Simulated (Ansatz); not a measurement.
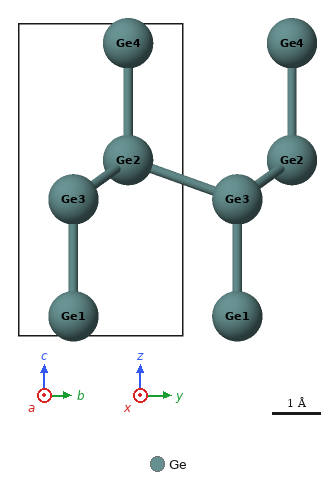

A scan of a crystal of Ge (P6_3/mmc): the cell is strained along y alone, with the atoms kept at their fractional coordinates. x, y and z are the Cartesian axes of the input. The picture shows the reference cell. The picture is a ball-and-stick view of the cell of the calculation, repeated 2 × 2 × 1 with one cell outlined, seen along the a axis.

Computed with DFT PBEsol, scalar-relativistic, plane waves, PAW (Ansatz). Set-up: plane-wave cutoff 420 eV; k-point mesh 12 × 12 × 8; occupations gaussian; smearing width 0.15 eV; no spin polarisation. Energies (free energies at the smearing named) are counted from the relaxed crystal.

Input file:
```yaml
crystal:
  lattice:
    - [3.9969678642, 0.0, 0.0]
    - [-1.9984839321, 3.4614757085, 0.0]
    - [0.0, 0.0, 6.596365133]
  atoms:
    - { symbol: Ge, position: [0.6666666667, 0.3333333333, 0.0629118565] }
    - { symbol: Ge, position: [0.3333333333, 0.6666666667, 0.5629118565] }
    - { symbol: Ge, position: [0.6666666667, 0.3333333333, 0.4370881435] }
    - { symbol: Ge, position: [0.3333333333, 0.6666666667, 0.9370881435] }
basis:
  ecutwfc: 420
kpoints:
  mp_grid: { grid: [12, 12, 8] }
hamiltonian:
  xc: pbesol
scf:
  occupations: { method: gaussian, width: 0.15 }
output:
  forces: true
  stress: true
  eigenvalues: true
  write_density: true
  write_potential: true
  elf: true
  volumetric_format: npy
```

Run as
```bash
ansatz run input.yaml --threads 2 --pin off --max-ram 5120MiB --backend cpu --events-out ev --progress --plain --runs-dir out
```

What energies does the calculation give (the strain: −0.0200, −0.0150, −0.0100, −0.0050, 0.0000, 0.0050, 0.0100, 0.0150, 0.0175, 0.0200)?

Answer.
| strain | E − E(ref) (meV/atom) |
| --- | --- |
| −0.0200 | 4.94 |
| −0.0150 | 2.74 |
| −0.0100 | 1.20 |
| −0.0050 | 0.30 |
| 0.0000 | 0.00 |
| 0.0050 | 0.29 |
| 0.0100 | 1.13 |
| 0.0150 | 2.52 |
| 0.0175 | 3.41 |
| 0.0200 | 4.42 |

Of the computed points the lowest is at the strain 0.00, 0.00 meV/atom. The curvature at zero strain, (1/V) d²E/dε², is about 160 GPa; it is C₂₂ with clamped ions. The distortion takes the space group from P6_3/mmc to Cmcm. At the strain −0.02 the cell of the drawing goes b 3.997 → 3.937 Å, γ 120.0° → 120.5°.

The computed profile:

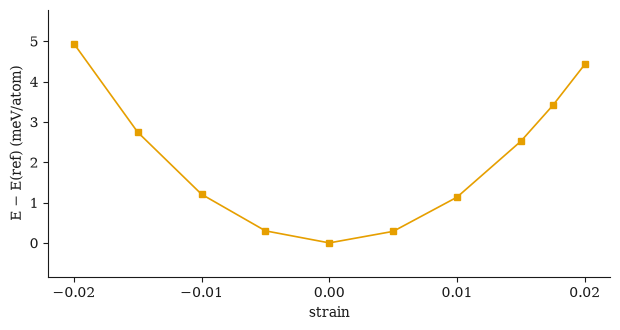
